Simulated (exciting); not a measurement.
# Electron–core-hole interaction in the N K spectrum of AlN, part 2 of 2

Wanted: the near-edge spectrum and the bound core excitons at the N K edge of AlN.

exciting sodium; X-ray absorption, core-level Bethe-Salpeter equation, exchange and statically screened direct term, Tamm-Dancoff, all-electron LAPW+lo LDA.

So far. Step 5 (Independent particles): Maxima (height): 2.3 eV (0.33), 5.3 eV (0.57), 7.2 eV (0.83), 10.4 eV (0.36) and 14.3 eV (0.21). The spectrum differs from the singlet run by 77 % r.m.s. Moving the earlier curve by +4.4 eV leaves 36 %. The highest maximum lies at 7.2 eV (0.83), against 0.3 eV (1.00). Step 6 (Exchange alone): Maxima (height): 2.4 eV (0.31), 5.3 eV (0.54), 7.3 eV (0.81), 10.4 eV (0.37) and 14.3 eV (0.22). Against the independent-particle run the r.m.s. difference is 5 %.

The database entry behind the starting cell differs from later determinations by our own check (inner coordinate u about 0.002 short), so it need not match the best structure at ambient conditions.

## 8. Coarser mesh

Changed against the first singlet run: k mesh from 5×5×3 to 3×3×2.

Input file input.xml:

```
<input>
  <title>AlN</title>
  <structure speciespath="." autormt="false" epslat="1.0e-5">
    <crystal>
      <basevect>5.8827174249 0.0000000000 0.0000000000</basevect>
      <basevect>-2.9413587124 5.0945827333 0.0000000000</basevect>
      <basevect>0.0000000000 0.0000000000 9.4127258250</basevect>
    </crystal>
    <species speciesfile="Al.xml" rmt="2.011">
      <atom coord="0.6666666667 0.3333333333 0.5000000000"/>
      <atom coord="0.3333333333 0.6666666667 0.0000000000"/>
    </species>
    <species speciesfile="N.xml" rmt="1.458">
      <atom coord="0.6666666667 0.3333333333 0.8800000000"/>
      <atom coord="0.3333333333 0.6666666667 0.3800000000"/>
    </species>
  </structure>
  <groundstate do="skip" xctype="LDA_PW" ngridk="6 6 3" rgkmax="7" gmaxvr="14" nempty="8" swidth="0.001" maxscl="100" epsengy="1e-5"/>
  <xs xstype="BSE" ngridk="3 3 2" ngridq="3 3 2" vkloff="0.097 0.273 0.493" rgkmax="7" nempty="21" gqmax="3" lmaxapwwf="5" lmaxemat="2" broad="0.01654" tevout="true">
    <energywindow intv="13.321 14.938" points="439"/>
    <screening screentype="full" nempty="38"/>
    <BSE xas="true" xasspecies="2" xasatom="1" xasedge="K" bsetype="singlet" nstlxas="1 17"/>
    <qpointset>
      <qpoint>0 0 0</qpoint>
    </qpointset>
    <plan>
      <doonly task="xsgeneigvec"/>
      <doonly task="writepmatxs"/>
      <doonly task="scrgeneigvec"/>
      <doonly task="scrwritepmat"/>
      <doonly task="screen"/>
      <doonly task="scrcoulint"/>
      <doonly task="exccoulint"/>
    </plan>
  </xs>
</input>
```

Input file input.xml for the last start (plan only):

```
  <plan>
    <doonly task="bse"/>
  </plan>
```

The run is started by

```sh
OMP_NUM_THREADS=1 mpirun -n 4 exciting
OMP_NUM_THREADS=4 exciting
```

Numbers of over 12 decimals in the logs are rounded to 6 here.

What it wrote:

```text
| EXCITING SODIUM started for task xsgeneigvec ( 301)                          =
One-shot GS runs for BSE calculations
One-shot GS runs for k+qmt/2 grids
Info(xsgeneigvec): Generating eigenvectors for Q-point      1
Info(xsgeneigvec): Generation of eigenvectors finished
| EXCITING SODIUM started for task writepmatxs ( 320)                          =
Info(writepmatxs): Momentum matrix elements finished
| EXCITING SODIUM started for task scrgeneigvec ( 401)                         =
One-shot GS runs for BSE calculations
One-shot GS runs for k+qmt/2 grids
[...]
Info(setup_bse_block): Setting up RR part of hamiltonian
Info(setup_bse_block): Singlet spin state
Info(bse): Diagonalizing RR Hamiltonian (TDA)
Info(bse): Invoking Lapack routine ZHEEVR
       612 eigen solutions found in the interval:
         i1=       1 i2=     612
Info(bse): Writing excition energies and oscillator strengths to text file.
Info(makespectrum_dist): Making spectrum using formula for coupling with time reversed AR basis.
Info(makespectrum_dist): Using formalism for vanishing momentum transfer.
Info(writederived): Writing quantities derived from the macroscopic dielectric function.
Info(bselauncher): Spectrum finished for iqmt=  1
Info(bselauncher): All done for BSE type singlet
```

Wall time 87 s (4 MPI ranks of Arm Neoverse V1, shared host).

These settings are cheaper. The spectrum differs from the singlet run by 9 % r.m.s. The first bright state moves from -0.42 to -0.47 eV. The lowest bare transition of this run lies at 0.84 eV, against 0.68. A coarse mesh samples few band energies, and it inflates the long-range part of the attraction.

```tsv
E (eV)	first run	this run
-4.0	0.02	0.02
-3.0	0.03	0.03
-2.0	0.06	0.06
-1.0	0.15	0.16
0.0	0.74	0.70
1.0	0.74	0.64
2.0	0.57	0.71
3.0	0.79	0.79
4.0	0.59	0.58
5.0	0.47	0.44
6.0	0.51	0.53
7.0	0.27	0.31
8.0	0.19	0.15
9.0	0.16	0.22
10.0	0.18	0.19
11.0	0.15	0.11
12.0	0.10	0.10
13.0	0.12	0.14
14.0	0.13	0.12
```

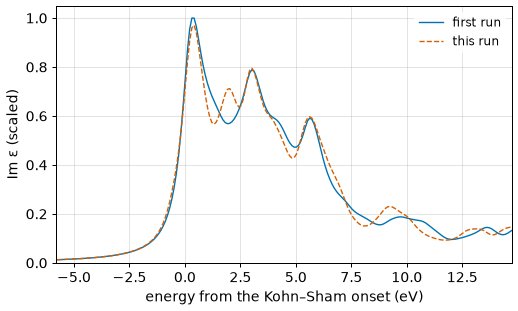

This run beside the first singlet run.

## 9. From independent particles to the full kernel

```tsv
level	curve passes 0.15 (eV)	highest maximum (eV)	its height
IP	1.0	7.2	0.83
RPA	1.1	7.3	0.81
singlet	-0.9	0.3	1.00
```

```tsv
E (eV)	IP	RPA	singlet
-4.0	0.01	0.01	0.02
-3.0	0.01	0.01	0.03
-2.0	0.02	0.01	0.06
-1.0	0.02	0.02	0.15
0.0	0.04	0.04	0.74
1.0	0.15	0.14	0.74
2.0	0.30	0.28	0.57
3.0	0.30	0.28	0.79
4.0	0.36	0.33	0.59
5.0	0.53	0.50	0.47
6.0	0.41	0.39	0.51
7.0	0.77	0.73	0.27
8.0	0.72	0.75	0.19
9.0	0.41	0.43	0.16
10.0	0.32	0.33	0.18
11.0	0.32	0.34	0.15
12.0	0.27	0.28	0.10
13.0	0.16	0.16	0.12
14.0	0.19	0.20	0.13
```

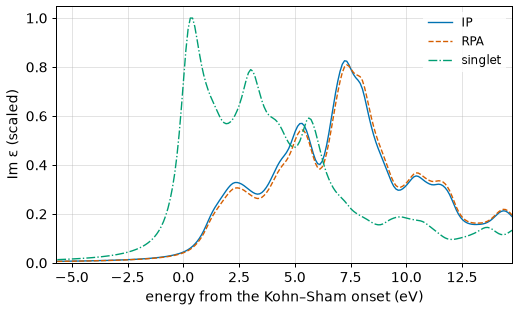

The spectrum at each level.

## 10. Results

```
absorber and edge   : N K, atom 3
surroundings        : 4 Al at 1.89 Å (tetrahedral, site symmetry 3m)
first bright state  : -0.42 eV from the Kohn–Sham onset, on this mesh
highest maximum     : 0.3 eV
cost of the BSE run : 8.3 min on 4 MPI ranks of Arm Neoverse V1, shared host; the last task ran on as many threads
```

**Reading.** Is a core exciton bound? Undecided on this mesh: the first bright state (over 5 % of the brightest) lies at -0.42 eV from the Kohn–Sham onset and at -1.11 eV from the lowest bare transition of its own mesh. Changing the cutoff of the screened term (bohr⁻¹) from 3 to 4 alters the spectrum by 6 % r.m.s. Exchange alone changes the independent-particle spectrum by 5 % r.m.s. With 75 k points the binding energies are rough, and fine structure above the first lines is partly noise of the mesh. Exchange and the short-range direct term aren't converged in the kernel cutoff. The zero comes from the unshifted 6×6×3 ground-state mesh; it is exact only where the band minimum lies on that mesh. The Kohn–Sham onset, 374 eV, is no photon energy: the scale needs a rigid shift. Bands and screening come from semilocal DFT, whose small gap overscreens. Vibrations and energy-dependent lifetimes are left out. The structure is a published determination, not relaxed.

[Banner, clock and machine lines of the logs are left out without a mark of their own.]

[Logs are printed without paths, hosts, clocks, repeated set-up lines and the standing remarks that a program may print on its own settings, such as how far it seeks lower states.]

[Hosts, paths, dates, database ids (printed as entryN), source tags and the programs' standing remarks are cut or masked in the printed files.]
